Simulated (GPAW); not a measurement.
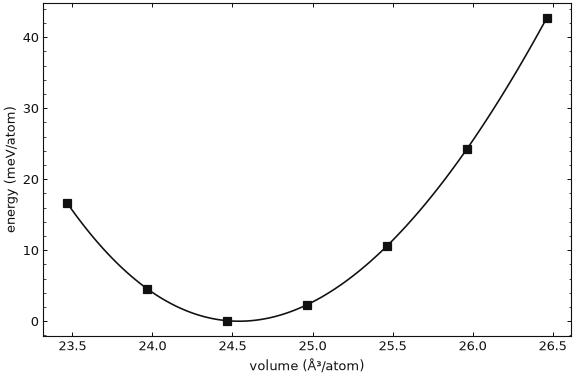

The picture above shows the energy against volume for Te₂Mo, space group P6_3/mmc (No. 194).

The given structure:
```
CELL_PARAMETERS angstrom
3.51820 0.00000 0.00000
-1.75910 3.04685 0.00000
0.00000 0.00000 13.97360
ATOMIC_POSITIONS crystal
Te 0.66667 0.33333 0.37900
Te 0.33333 0.66667 0.87900
Te 0.66667 0.33333 0.12100
Te 0.33333 0.66667 0.62100
Mo 0.66667 0.33333 0.75000
Mo 0.33333 0.66667 0.25000
```

Method: PAW DFT in plane waves, on a grid or in atomic orbitals, no spin polarisation; energies at scaled volumes of the given cell, shape and fractions fixed, counted from the fit's minimum, third-order Birch-Murnaghan fit (GPAW 26.7.0). Level: PBEsol.

k mesh 9×9×2; occupations Fermi–Dirac; smearing width 0.05 eV; potentials PAW data sets made by gpaw setup for the functional; wave cutoff 600 eV; program settings basis pw.

From this curve and the settings, what does the calculation give for the pressure at the same points?

The pressure falls from 5.15 GPa at volume 23.47 Å³/atom to −6.66 GPa at 26.46 Å³/atom, and changes sign near 24.54 Å³/atom.

| volume (Å³/atom) | pressure (GPa) |
| --- | --- |
| 23.47 | 5.15 |
| 23.97 | 2.59 |
| 24.47 | 0.30 |
| 24.96 | −1.75 |
| 25.46 | −3.58 |
| 25.96 | −5.21 |
| 26.46 | −6.66 |

Note: shape and atomic fractions are frozen while scaling, which makes layered, chain and framework solids too stiff.
